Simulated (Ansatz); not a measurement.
## Geometry relaxation, with input and output: Al$_{2}$O$_{3}$ (part 1 of 2)

Al$_{2}$O$_{3}$ (5 atoms in the cell), computed with DFT PBE, scalar-relativistic, plane waves, PAW, spin-polarised (Ansatz 0.2.0).

The structure was made by a generator, so it may or may not be a known phase. Figures and captions count atoms from 1; the log counts them from 0 in places.

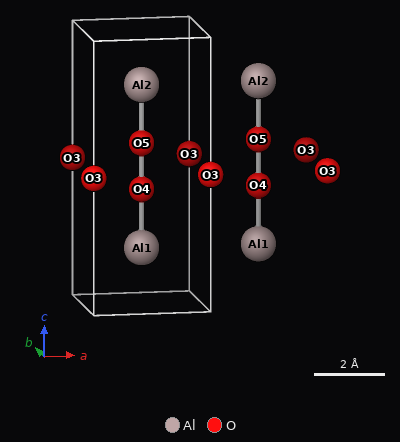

The input geometry (ball-and-stick view of the cell of the calculation, repeated 2 × 1 × 1, seen slightly off an axis; atoms are numbered from 1 in the order of the input). An atom can appear more than once, as a periodic image.

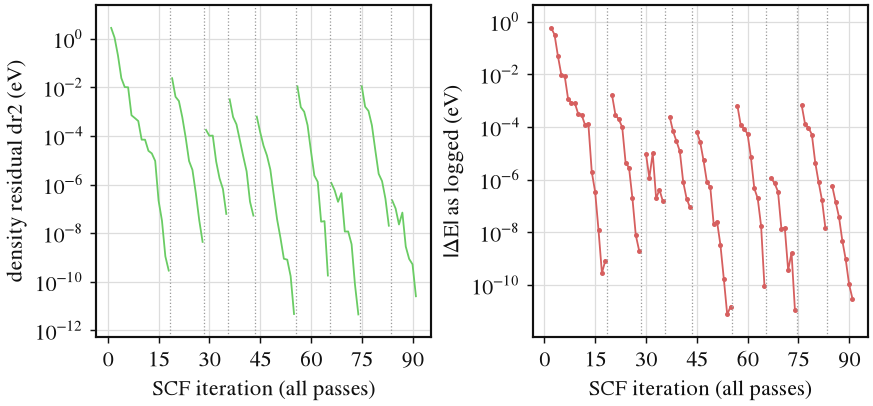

Convergence of the self-consistent field: density residual dr2 and size of the energy change against the SCF iteration. The dotted lines part the SCF passes of the relaxation: geometry steps, rejected trials and re-solves on a re-selected basis. The 9 passes take 7 to 18 iterations each, 91 in all.

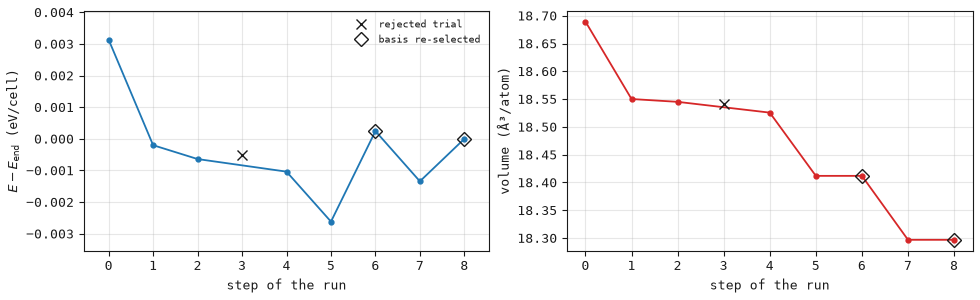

Progress of the relaxation, step by step (the first geometry is step 0 here and step 1 in the log).

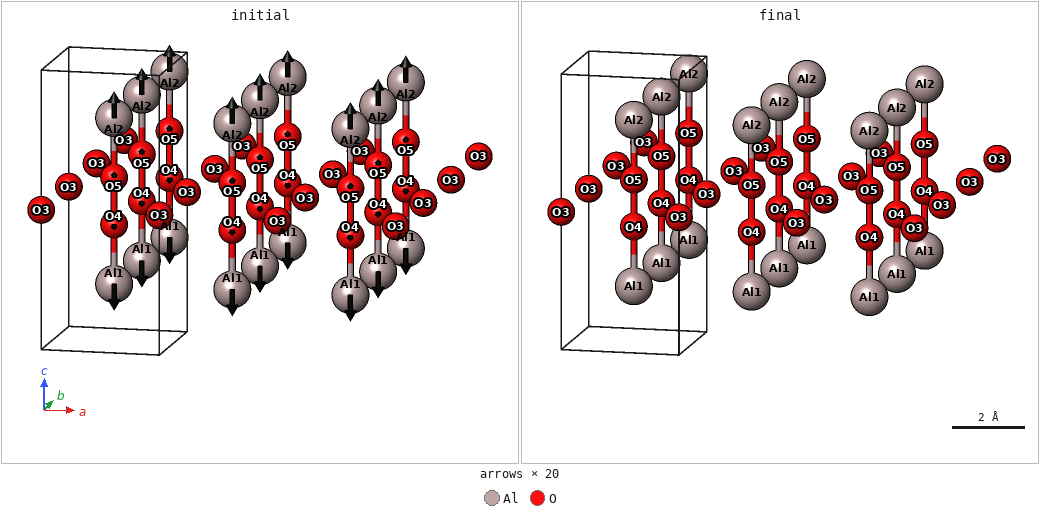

Before (left) and after (right) the relaxation, at one scale (ball-and-stick view of the cell of the calculation, repeated 3 × 3 × 1, seen slightly off an axis). The black arrows give the displacements (without the part carried along by the change of the cell), magnified 20 times. The largest moves relative to the cell, 0.039 Å, are those of Al1 and Al2. Largest moves by element: Al 0.039 Å, O 0.009 Å. The drawn cell changes as follows: a = b 3.414 → 3.403 Å (−0.3 %), c 8.017 → 7.901 Å (−1.4 %); the volume changes by −2.1 %. Among the contacts that change: Al1–O4 1.708 → 1.713 Å. The space group stays P4/mmm (No. 123). Over 6 geometry steps the energy falls by 4.5 meV per cell of the calculation. Largest force component: 0.11 eV/Å at the start, 0.0092 eV/Å at the end. The pressure goes from 0.08 to −0.02 GPa. The line search rejected the trial step at point 3 (counted from 0) and went back. 1 further SCF at an unchanged geometry re-selected the plane-wave basis for the new cell. The energy change given includes the shifts at the re-selections in mid-walk, which come without any move. A last SCF at the same geometry on a re-selected plane-wave basis shifts the energy by +1.3 meV per cell of the calculation. (Atoms are counted from 1 in the order of the input.)

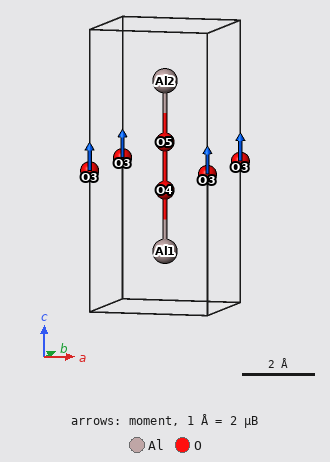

Magnetic moments of the sites as blue arrows (ball-and-stick view of the cell of the calculation, seen slightly off an axis; atoms are numbered from 1 in the order of the input); small moments hardly show. The run is collinear, so the axis drawn is arbitrary. Site moments: O3 (1.65 μB); O4, O5 (0.13 μB). They are counted near the atoms and needn't add up to the moment of the cell.

The input that produced these results follows, with the program's output.

**Input**
```yaml
crystal:
  lattice:
    - [3.4140650297, 0.0, 0.0]
    - [0.0, 3.4140650297, 0.0]
    - [0.0, 0.0, 8.0172020031]
  atoms:
    - { symbol: Al, position: [0.5, 0.5, 0.202846175] }
    - { symbol: Al, position: [0.5, 0.5, 0.797153825] }
    - { symbol: O, position: [0.0, 0.0, 0.5], spin: 1.81 }
    - { symbol: O, position: [0.5, 0.5, 0.4158604549] }
    - { symbol: O, position: [0.5, 0.5, 0.5841395451] }
basis:
  ecutwfc: 420
kpoints:
  mp_grid: { grid: [12, 12, 6] }
hamiltonian:
  xc: pbe
scf:
  occupations: { method: gaussian, width: 0.1 }
output:
  forces: true
  stress: true
  eigenvalues: true
  populations: true
magnetization:
  spin_polarized: true
relax:
  adjacent_minimum: "off"
  f_tol: 0.01
  max_steps: 80
  cell: { stress_tol: 0.05 }
```

Launched with:
```bash
ansatz run input.yaml --threads 1 --pin off --max-ram 2560MiB --backend cpu --events-out ev --progress --plain --runs-dir out
```

**The program's output**
```
Engine: ansatz 0.2.0, x86_64-unknown-linux-gnu
Pseudopotentials: kind: paw
Pseudopotential: Al, paw, valence charge 3, recommended cutoff 420 eV (normal), Al.paw.azcp
Pseudopotential: O, paw, valence charge 6, recommended cutoff 420 eV (normal), O.paw.azcp
Functional definition: PBE
  parameter kappa = 0.804
  parameter beta = 0.06672455060314922
  exchange = pbe_x(kappa = kappa, mu = beta*pi^2/3)
  correlation = pbe_c(beta = beta)
Crystal: 5 atoms, lattice volume = 93.447 Å³
Basis set: ecut = 420 eV, 1847 PW (Γ), exchange–correlation on 48×48×108 points (8 copies of the dense FFT grid, shifted against one another)
Bands: 18, of which v1, the nominal top of the filled ones, is band 12 counted from 1 (11 counted from 0)
Symmetry: 16 space group operations
Space group: P4/mmm (ITA 123), of the structure as read, at distance tolerance 4.5e-5 Å
Magnetic group: BNS 123.339 (UNI 999), of the structure as read, at distance tolerance 4.5e-5 Å
k-points: 112 of 864
Non-local potential: Al, projectors of the file, l = 0: 2, l = 1: 2, l = 2: 1
Non-local potential: O, projectors of the file, l = 0: 2, l = 1: 2, l = 2: 1
PAW form: soft (Blöchl's): semilocal exchange-correlation on the pseudo side does not see the compensation charge
PAW one-centre angular grid: Al, 110 points (default); XC on 64 Gauss nodes
PAW one-centre angular grid: O, 110 points (default); XC on 64 Gauss nodes
Starting moments: Σ|m| = 1.81 μB on 1 of 5 sites
Initial wavefunctions: pseudopotential atomic-orbital guess
Functional: x = pbe(κ = 0.804, μ = 0.2195149727645171), c = pbe(β = 0.06672455060314922)
SCF iter   1: F=—  HF=-2767.196896 eV  |F-HF|=—  |Δ(HF+E_count)|=         —  Δρ=3.90e-2 (↑3.90e-2 ↓3.79e-2)  dr2=2.80e0  dr2_m=9.20e-2  M=2.067 μB ∫|m|=2.087 μB  β_m=1.00  ethr=3.10e-3  ⟨swp⟩=6.1  Hψ=22233  notcnv=0
preconditioner: auto → Kerker (q_TF=auto, 2.175 Å⁻¹)  [metal: Δε(μ)=0.004 eV  Ē_g=9.354 eV  σ=0.100 eV  W_gap=0.02  n_scr=16 (ndim 8)  ℏωp=18.0 eV  f_vac=0.000  D(μ)=3.90/eV (n_scr^D=38)]
spin=Collinear: Kerker preconditioning applied to the charge; magnetization (m = ρ↑ − ρ↓) channel mixes plain (no charge-response kernel on spin).
SCF iter   2: F=—  HF=-2766.620372 eV  |F-HF|=—  |Δ(HF+E_count)|=   5.77e-1  Δρ=2.39e-2 (↑2.39e-2 ↓2.38e-2)  dr2=1.11e0  dr2_m=2.55e-2  M=1.927 μB ∫|m|=1.968 μB  β_m=0.30  ethr=3.10e-3  ⟨swp⟩=2.3  Hψ=9008  notcnv=0  defer=115
SCF iter   3: F=—  HF=-2766.298908 eV  |F-HF|=—  |Δ(HF+E_count)|=   3.21e-1  Δρ=1.07e-2 (↑1.07e-2 ↓9.55e-3)  dr2=2.07e-1  dr2_m=1.02e-2  M=2.004 μB ∫|m|=2.047 μB  β_m=0.30  ethr=3.10e-3  ⟨swp⟩=2.0  Hψ=7265  notcnv=0  defer=119
SCF iter   4: F=—  HF=-2766.249429 eV  |F-HF|=—  |Δ(HF+E_count)|=   4.95e-2  Δρ=5.34e-3 (↑4.38e-3 ↓5.34e-3)  dr2=2.40e-2  dr2_m=1.04e-2  M=1.994 μB ∫|m|=2.042 μB  β_m=0.30  ethr=8.64e-4  ⟨swp⟩=2.1  Hψ=8667  notcnv=0  defer=196
SCF iter   5: F=—  HF=-2766.259206 eV  |F-HF|=—  |Δ(HF+E_count)|=   9.78e-3  Δρ=3.48e-3 (↑3.48e-3 ↓2.99e-3)  dr2=1.03e-2  dr2_m=5.43e-3  M=2.000 μB ∫|m|=2.050 μB  β_m=1.00  ethr=9.98e-5  ⟨swp⟩=1.7  Hψ=5618  notcnv=0  defer=197
SCF iter   6: F=—  HF=-2766.267941 eV  |F-HF|=—  |Δ(HF+E_count)|=   8.74e-3  Δρ=2.50e-3 (↑6.99e-4 ↓2.50e-3)  dr2=1.01e-2  dr2_m=1.13e-3  M=1.992 μB ∫|m|=2.051 μB  β_m=0.30  ethr=4.29e-5  ⟨swp⟩=2.0  Hψ=5422  notcnv=0  defer=197
SCF iter   7: F=—  HF=-2766.269122 eV  |F-HF|=—  |Δ(HF+E_count)|=   1.18e-3  Δρ=9.84e-4 (↑7.66e-4 ↓9.84e-4)  dr2=7.12e-4  dr2_m=4.45e-4  M=2.014 μB ∫|m|=2.073 μB  β_m=1.00  ethr=4.21e-5  ⟨swp⟩=1.2  Hψ=4224  notcnv=0  defer=198
SCF iter   8: F=—  HF=-2766.269956 eV  |F-HF|=—  |Δ(HF+E_count)|=   8.34e-4  Δρ=5.96e-4 (↑2.59e-4 ↓5.96e-4)  dr2=5.46e-4  dr2_m=7.57e-5  M=2.014 μB ∫|m|=2.077 μB  β_m=0.30  ethr=2.97e-6  ⟨swp⟩=2.5  Hψ=6192  notcnv=0  defer=198
SCF iter   9: F=—  HF=-2766.270759 eV  |F-HF|=—  |Δ(HF+E_count)|=   8.02e-4  Δρ=3.66e-4 (↑3.66e-4 ↓3.53e-4)  dr2=4.13e-4  dr2_m=5.85e-5  M=2.014 μB ∫|m|=2.078 μB  β_m=0.30  ethr=2.28e-6  ⟨swp⟩=2.3  Hψ=5403  notcnv=0  defer=198
Mixer restart at iter 9: flushing history
spin-set hold released at iteration 9 (site moments contracting): the magnetisation degrees of freedom join the quasi-Newton model from the next iteration; the mixer history was flushed
SCF iter  10: F=—  HF=-2766.271074 eV  |F-HF|=—  |Δ(HF+E_count)|=   3.16e-4  Δρ=3.30e-4 (↑3.02e-4 ↓3.30e-4)  dr2=7.07e-5  dr2_m=7.32e-5  M=2.021 μB ∫|m|=2.085 μB  β_m=0.54  ethr=1.72e-6  ⟨swp⟩=1.4  Hψ=3921  notcnv=0  defer=198
SCF iter  11: F=—  HF=-2766.271366 eV  |F-HF|=—  |Δ(HF+E_count)|=   2.92e-4  Δρ=2.78e-4 (↑2.00e-4 ↓2.78e-4)  dr2=7.06e-5  dr2_m=3.85e-5  M=2.019 μB ∫|m|=2.085 μB  β_m=0.76  ethr=2.94e-7  ⟨swp⟩=2.1  Hψ=5795  notcnv=0  defer=199
SCF iter  12: F=—  HF=-2766.271487 eV  |F-HF|=—  |Δ(HF+E_count)|=   1.21e-4  Δρ=1.26e-4 (↑1.26e-4 ↓9.86e-5)  dr2=2.46e-5  dr2_m=4.88e-6  M=2.023 μB ∫|m|=2.090 μB  β_m=0.83  ethr=2.94e-7  ⟨swp⟩=2.4  Hψ=6370  notcnv=0  defer=199
SCF iter  13: F=—  HF=-2766.271359 eV  |F-HF|=—  |Δ(HF+E_count)|=   1.28e-4  Δρ=1.45e-4 (↑1.98e-5 ↓1.45e-4)  dr2=1.92e-5  dr2_m=4.08e-6  M=2.022 μB ∫|m|=2.090 μB  β_m=0.91  ethr=1.03e-7  ⟨swp⟩=2.1  Hψ=6054  notcnv=0  defer=199
SCF iter  14: F=—  HF=-2766.271361 eV  |F-HF|=—  |Δ(HF+E_count)|=   1.98e-6  Δρ=7.31e-5 (↑1.41e-5 ↓7.31e-5)  dr2=9.38e-6  dr2_m=1.00e-6  M=2.023 μB ∫|m|=2.090 μB  β_m=0.96  ethr=7.99e-8  ⟨swp⟩=1.5  Hψ=5170  notcnv=0  defer=199
SCF iter  15: F=—  HF=-2766.271361 eV  |F-HF|=—  |Δ(HF+E_count)|=   3.45e-7  Δρ=1.39e-5 (↑3.75e-6 ↓1.39e-5)  dr2=2.19e-7  dr2_m=4.97e-8  M=2.023 μB ∫|m|=2.091 μB  β_m=0.98  ethr=3.91e-8  ⟨swp⟩=1.7  Hψ=4951  notcnv=0  defer=199
iter 16 did not close the SCF: its close was put off until two iterations running show no level that it waits for move by more than its bar (scf_convergence_deferred on its scf_iter line)
SCF iter  16: F=-2766.271361 eV  HF=-2766.271361 eV  |F-HF|=2.16e-8  |Δ(HF+E_count)|=   1.19e-8  Δρ=4.17e-6 (↑1.16e-6 ↓4.17e-6)  dr2=3.26e-8  dr2_m=2.86e-9  M=2.024 μB ∫|m|=2.091 μB  β_m=0.99  ethr=4.17e-10  ⟨swp⟩=7.7  Hψ=15132  notcnv=0
iter 17 did not close the SCF: its close was put off until two iterations running show no level that it waits for move by more than its bar (scf_convergence_deferred on its scf_iter line)
SCF iter  17: F=-2766.271361 eV  HF=-2766.271361 eV  |F-HF|=5.99e-10  |Δ(HF+E_count)|=  2.87e-10  Δρ=3.88e-7 (↑3.42e-7 ↓3.88e-7)  dr2=1.12e-9  dr2_m=7.76e-12  M=2.023 μB ∫|m|=2.091 μB  β_m=0.99  ethr=1.36e-10  ⟨swp⟩=1.8  Hψ=10841  notcnv=0
SCF iter  18: F=-2766.271361 eV  HF=-2766.271361 eV  |F-HF|=1.05e-10  |Δ(HF+E_count)|=  8.59e-10  Δρ=2.30e-7 (↑1.36e-7 ↓2.30e-7)  dr2=2.90e-10  dr2_m=5.51e-12  M=2.023 μB ∫|m|=2.091 μB  ethr=4.68e-12  ⟨swp⟩=1.0  Hψ=10163  notcnv=0
the search or the solves at the SCF's close seem to have found levels that the self-consistency loop had missed (the run counts 1). By its estimate they hold under 1e-12 electrons; where the run keeps them, the occupations were computed again with them
SCF 1 converged in 18 iterations: F = -2766.271361 eV  dr2 = 2.90e-10
  greatest PAW one-centre occupation: 0.894 electrons in one spin orbital (limit 2), on the O atom at site 2 (counted from 0), in its partial waves of l = 0
relax step   1: F+E_penalty+E_count = -2766.27136100 eV  Δ(F+E_penalty+E_count) = +0.000e0 eV  max|allowed force component| = 1.144e-1 eV/Å  Δτ_max = 0.0000 Å  P = +0.084 GPa  Ω = 93.447 Å³  (18 SCF iters, dr2 threshold 1.00e-7 eV, accepted)
Crystal: 5 atoms, lattice volume = 92.751 Å³
Basis set: ecut = 420 eV, 1831 PW (Γ), exchange–correlation on 48×48×108 points (8 copies of the dense FFT grid, shifted against one another)
Initial density: handed on by an earlier stage of this run
Starting moments: Σ|m| = 1.81 μB on 1 of 5 sites; this step starts from the density that it was given
Initial wavefunctions: those handed on with the density
iter 1 solved again at ethr=1.01e-4 eV; its pass at ethr=3.10e-3 eV (dr2=2.41e-2 eV) is discarded
SCF iter   1: F=—  HF=-2766.276856 eV  |F-HF|=—  |Δ(HF+E_count)|=         —  Δρ=2.46e-3 (↑1.76e-3 ↓2.46e-3)  dr2=2.38e-2  dr2_m=7.91e-4  M=2.057 μB ∫|m|=2.124 μB  β_m=0.30  ethr=1.01e-4  ⟨swp⟩=1.0  Hψ=24605  notcnv=0
preconditioner: auto → Kerker (q_TF=auto, 2.178 Å⁻¹)  [metal: Δε(μ)=0.003 eV  Ē_g=9.074 eV  σ=0.100 eV  W_gap=0.02  n_scr=16 (ndim 8)  ℏωp=18.1 eV  f_vac=0.000  D(μ)=3.25/eV (n_scr^D=26)]
spin=Collinear: Kerker preconditioning applied to the charge; magnetization (m = ρ↑ − ρ↓) channel mixes plain (no charge-response kernel on spin).
SCF iter   2: F=—  HF=-2766.275267 eV  |F-HF|=—  |Δ(HF+E_count)|=   1.59e-3  Δρ=1.17e-3 (↑1.17e-3 ↓1.00e-3)  dr2=4.12e-3  dr2_m=5.96e-5  M=2.032 μB ∫|m|=2.100 μB  β_m=0.35  ethr=9.94e-5  ⟨swp⟩=1.0  Hψ=4032  notcnv=0
SCF iter   3: F=—  HF=-2766.274981 eV  |F-HF|=—  |Δ(HF+E_count)|=   2.85e-4  Δρ=7.18e-4 (↑6.49e-4 ↓7.18e-4)  dr2=2.74e-3  dr2_m=6.05e-5  M=2.037 μB ∫|m|=2.105 μB  β_m=0.39  ethr=1.72e-5  ⟨swp⟩=1.0  Hψ=4032  notcnv=0
SCF iter   4: F=—  HF=-2766.274784 eV  |F-HF|=—  |Δ(HF+E_count)|=   1.97e-4  Δρ=4.14e-4 (↑2.73e-4 ↓4.14e-4)  dr2=5.95e-4  dr2_m=2.54e-5  M=2.028 μB ∫|m|=2.096 μB  β_m=0.46  ethr=1.14e-5  ⟨swp⟩=1.0  Hψ=4032  notcnv=0
SCF iter   5: F=—  HF=-2766.274687 eV  |F-HF|=—  |Δ(HF+E_count)|=   9.68e-5  Δρ=1.93e-4 (↑1.93e-4 ↓1.71e-4)  dr2=8.66e-5  dr2_m=7.46e-6  M=2.028 μB ∫|m|=2.095 μB  β_m=0.73  ethr=2.48e-6  ⟨swp⟩=2.1  Hψ=6045  notcnv=0
SCF iter   6: F=—  HF=-2766.274691 eV  |F-HF|=—  |Δ(HF+E_count)|=   4.33e-6  Δρ=4.48e-5 (↑4.48e-5 ↓3.76e-5)  dr2=9.38e-6  dr2_m=2.55e-7  M=2.026 μB ∫|m|=2.094 μB  β_m=0.86  ethr=3.61e-7  ⟨swp⟩=2.5  Hψ=6026  notcnv=0
SCF iter   7: F=—  HF=-2766.274694 eV  |F-HF|=—  |Δ(HF+E_count)|=   2.90e-6  Δρ=4.09e-5 (↑1.18e-5 ↓4.09e-5)  dr2=4.02e-6  dr2_m=3.08e-7  M=2.027 μB ∫|m|=2.094 μB  β_m=0.93  ethr=3.91e-8  ⟨swp⟩=2.4  Hψ=5623  notcnv=0
iter 8 did not close the SCF: its close was put off until two iterations running show no level that it waits for move by more than its bar (scf_convergence_deferred on its scf_iter line)
SCF iter   8: F=-2766.274694 eV  HF=-2766.274694 eV  |F-HF|=3.43e-7  |Δ(HF+E_count)|=   2.01e-7  Δρ=1.08e-5 (↑4.00e-6 ↓1.08e-5)  dr2=4.42e-7  dr2_m=1.26e-8  M=2.026 μB ∫|m|=2.094 μB  β_m=0.96  ethr=2.08e-9  ⟨swp⟩=3.6  Hψ=15288  notcnv=0
iter 9 did not close the SCF: its close was put off until two iterations running show no level that it waits for move by more than its bar (scf_convergence_deferred on its scf_iter line)
SCF iter   9: F=-2766.274694 eV  HF=-2766.274694 eV  |F-HF|=2.48e-8  |Δ(HF+E_count)|=   7.89e-9  Δρ=4.52e-6 (↑8.32e-7 ↓4.52e-6)  dr2=3.48e-8  dr2_m=3.96e-9  M=2.026 μB ∫|m|=2.093 μB  β_m=0.98  ethr=1.84e-9  ⟨swp⟩=2.0  Hψ=11273  notcnv=0
SCF iter  10: F=-2766.274694 eV  HF=-2766.274694 eV  |F-HF|=3.28e-9  |Δ(HF+E_count)|=   2.02e-9  Δρ=1.52e-6 (↑6.21e-7 ↓1.52e-6)  dr2=4.40e-9  dr2_m=2.37e-10  M=2.026 μB ∫|m|=2.093 μB  ethr=1.45e-10  ⟨swp⟩=1.1  Hψ=9016  notcnv=0
the search or the solves at the SCF's close seem to have found levels that the self-consistency loop had missed (the run counts 1). By its estimate they hold under 1e-12 electrons; where the run keeps them, the occupations were computed again with them
SCF 2 converged in 10 iterations: F = -2766.274694 eV  dr2 = 4.40e-9
[... from here on the iterations of each SCF are left out, up to the last one ...]
relax step   2: F+E_penalty+E_count = -2766.27469449 eV  Δ(F+E_penalty+E_count) = -3.333e-3 eV  max|allowed force component| = 6.822e-2 eV/Å  Δτ_max = 0.0303 Å  P = -0.011 GPa  Ω = 92.751 Å³  energy of the carried Pulay correction = +1.790e-3 eV  (10 SCF iters, dr2 threshold 5.00e-7 eV, accepted)
```
